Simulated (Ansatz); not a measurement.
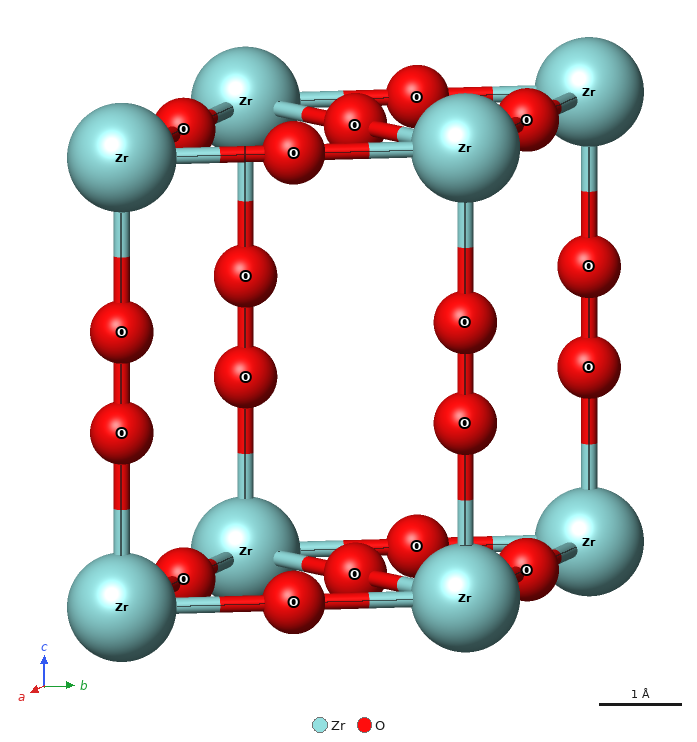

Structure drawing (ball-and-stick), viewed slightly off an axis. The conventional unit cell is drawn as a box. Cell: a = 4.29 Å, b = 4.29 Å, c = 5.63 Å, α = 90.00°, β = 90.00°, γ = 120.00°.

Provenance: a random cell made by a generator, so it need not be a real form of the compound. Earlier steps of the study may have refined or changed the cell and positions. A calculation with Ansatz used it as input.

What structure is drawn here?

It has the composition ZrO5. It is primitive hexagonal, space group P6/mmm (No. 191). The cell has 6 atoms, namely 1 Zr, 5 O. The neighbours of Zr are eight O at about 2.1 Å. O takes two kinds of site: 3f with two Zr in a linear arrangement at about 2.1 Å; 2e with one Zr and one O in a nearly linear arrangement (about 2.2 Å to Zr, 1.3 Å to O). The bonds build a three-dimensional framework.

Setup: DFT PBE, scalar-relativistic, plane waves, PAW (Ansatz 0.2.0); a 420 eV plane-wave basis, 12×12×8 k-mesh, Gaussian smearing of 0.1 eV, collinear spins.

Which atoms carry magnetic moments in this run, and how do they order?

The state reached is ferromagnetic. Sizes: O 0.3 μB; net moment 1.3 μB in the run's cell of 6 atoms.

What is the electronic character?

A metal: bands cross the Fermi level.

What charge does Bader's analysis assign to each element?

Zr +2.62 e; O -0.69 to -0.27 e.

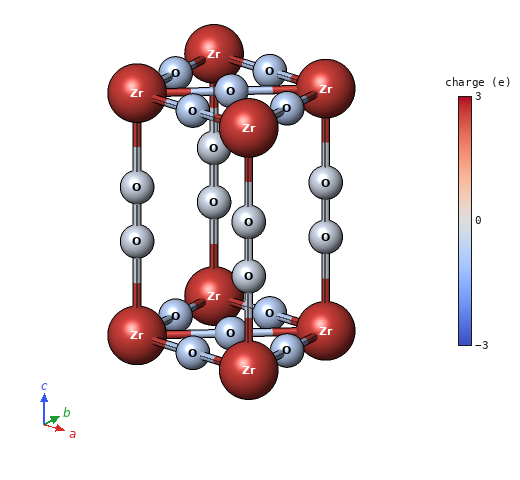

The atoms coloured by those charges. The run's cell of 6 atoms is drawn.

Can this geometry be taken as optimised?

Yes. All forces vanish to within 0.01 eV/Å. The pressure is 0.0 GPa, close to zero.
